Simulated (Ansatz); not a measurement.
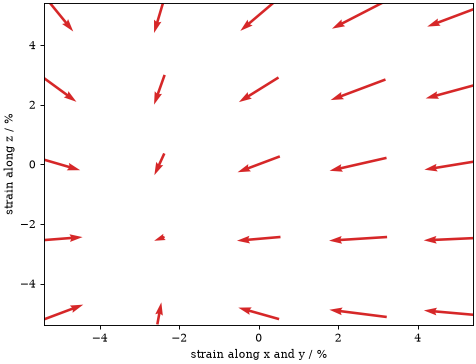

KCl (Pm-3m, No. 221; 2 atoms in the cell). 
- The cell is strained homogeneously, by one strain along x and y and another along z, with fractional coordinates fixed (x, y and z along the cube axes).
- The first coordinate is: strain along x and y; the second: strain along z.
- The grid has 5 × 5 points.
- Points are written as (first, second).
- The reference cell is the one listed in the database, not relaxed at this level.
- Level of theory: Ansatz 0.2.0, DFT PBEsol, scalar-relativistic, plane waves, PAW. Settings: cutoff 420 eV, k-mesh 6×6×6, gaussian smearing 0.05 eV, no spin polarisation.

The picture shows arrows along the force (downhill), their lengths compressed.

The arrows alone are given. Where is the energy lowest?

Answer. The arrows converge at (−2.5 %, −2.5 %) (read from the interpolated surface).

The energy map of the same scan:

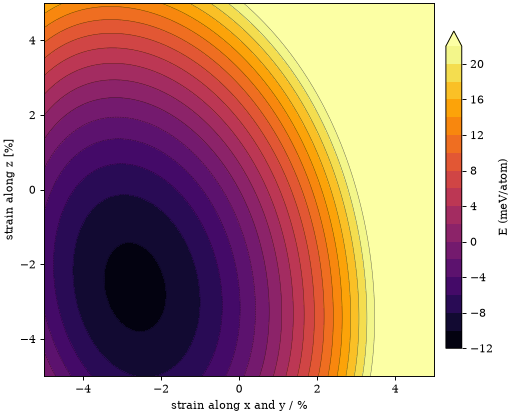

Energies are in meV/atom, from the unstrained cell; between grid points the surface is interpolated.
